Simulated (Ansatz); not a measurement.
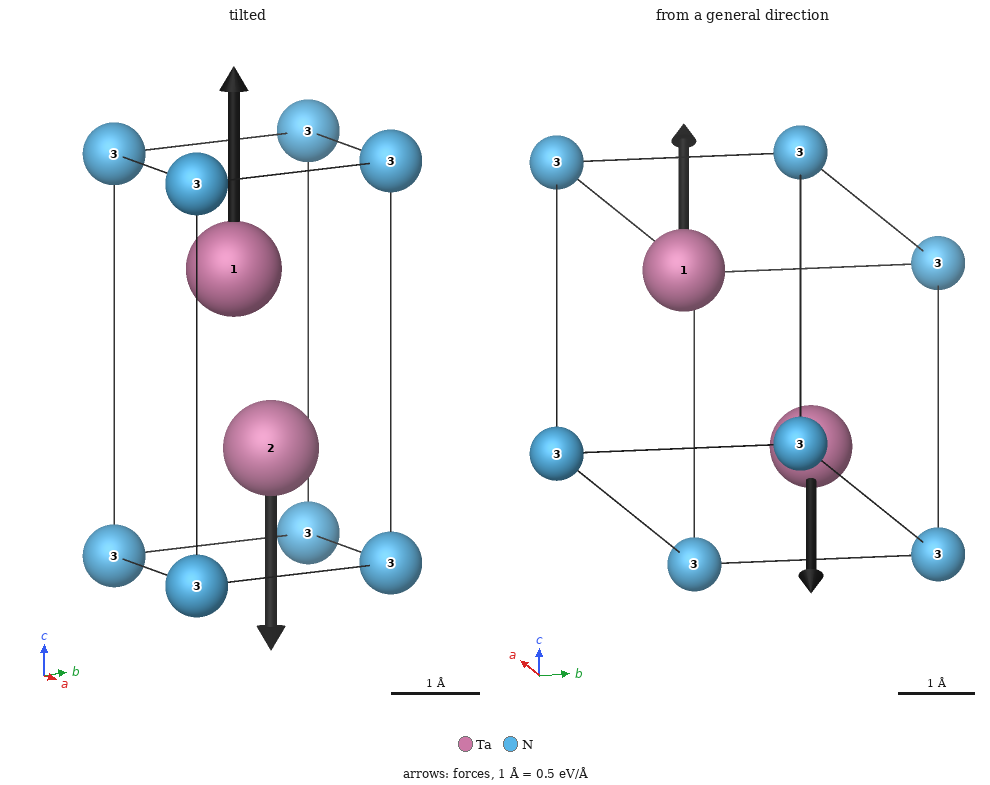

The image is a spheres-only drawing of a crystal, viewed slightly off an axis and from a general direction. The wireframe shows the simulation cell. The arrows are the computed forces on the atoms.

System: Ta₂N. Level of theory and settings: DFT PBE, scalar-relativistic, plane waves, PAW (Ansatz), an energy cutoff of 420 eV, k-grid 18×18×10, Gaussian smearing of 0.15 eV, no spin polarisation.

**Is the structure at rest?**

No. The atoms still feel forces of up to about 0.91 eV/Å, far above a usual threshold of 0.01 to 0.03 eV/Å.

**On which atom is the force largest?**

Ta1 and Ta2, about 0.91 eV/Å.

The cell started as a structure listed in the Materials Project. The cell was then strained or its atoms displaced on purpose. It went into a calculation with Ansatz.
